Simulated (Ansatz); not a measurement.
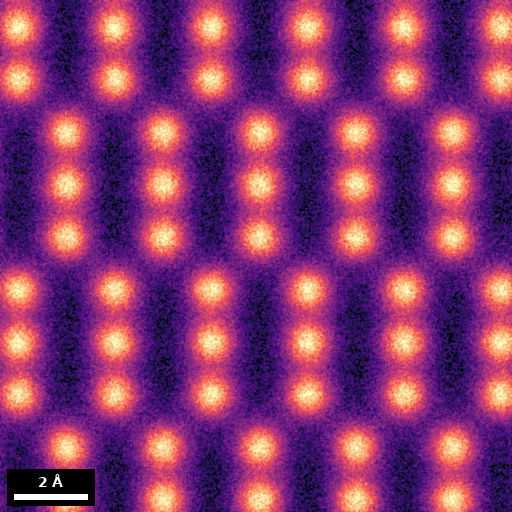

Integrated-DPC-like image of Zr (P6/mmm, No. 191). Simulated as the projected potential of neutral atoms (B = 0.3 Å²) blurred by a 0.65 Å probe, the thin-sample limit of integrated differential phase contrast. The display is stretched by a gamma of 0.65; percentages refer to the linear signal. Shot noise was added. Structure used: coordinates from a relaxation with Ansatz 0.2.0, DFT PBEsol, scalar-relativistic, plane waves, PAW; the starting structure was generated, so it need not be a known form of this composition.

```xyz
3
Lattice="4.9715 0.0000 0.0000 -2.4857 4.3054 0.0000 0.0000 0.0000 3.1114" Properties=species:S:1:pos:R:3 pbc="T T T"
Zr    0.0000    0.0000    0.0000
Zr    0.0000    2.8703    1.5557
Zr    2.4857    1.4351    1.5557
```

### Along which zone axis is the crystal seen: [001], [101], [310] or [102]? (Directions equivalent by symmetry count as one.)

[101]. The projected cells are 2.87 × 2.87 Å, 120° for [001]; 2.64 × 4.50 Å, 107° for [101]; 1.63 × 3.11 Å, 90° for [310]; 1.94 × 4.31 Å, 90° for [102], and the image repeats as the [101] one does.
